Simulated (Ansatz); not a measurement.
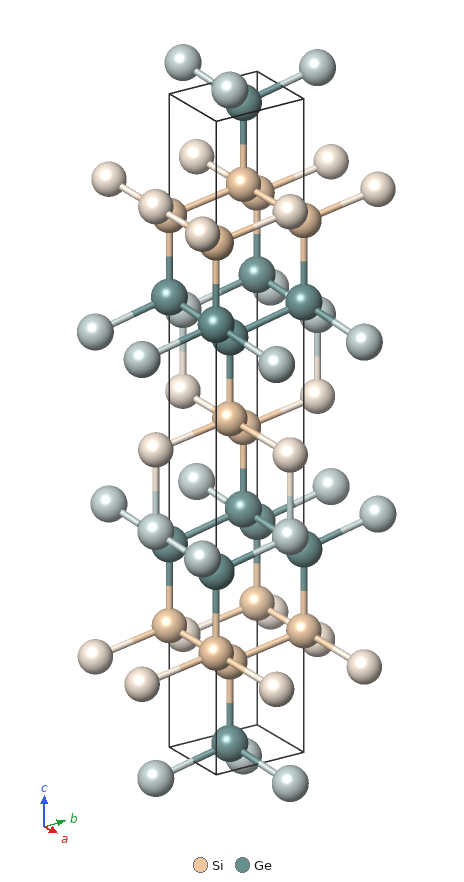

We look at a ball-and-stick model of the crystal slightly off an axis. Atoms at the boundary of the conventional unit cell (the box) are drawn once for each face, edge or corner they touch. The bonded neighbours beyond the faces are included, in fainter colours.

SiGe, space group R-3m (No. 166), a = 3.93 Å, b = 3.93 Å, c = 19.23 Å, α = 90.00°, β = 90.00°, γ = 120.00°.

Theory: Ansatz 0.2.0, G0W0 on HSE06, plane waves, PAW. Numerical settings: an energy cutoff of 420 eV, k-points about 0.47 Å⁻¹ apart, no spin polarisation.

Question: What does the calculation say: metal or gapped?

Answer: A semiconductor at this level, with a gap of 1.14 eV, indirect; the smallest direct gap is 1.25 eV.

The cell started as a structure type filled with these elements by a generator (whether the compound takes this form wasn't checked). Earlier steps of the study may have refined or changed the cell and positions. It was run through Ansatz as a DFT input.
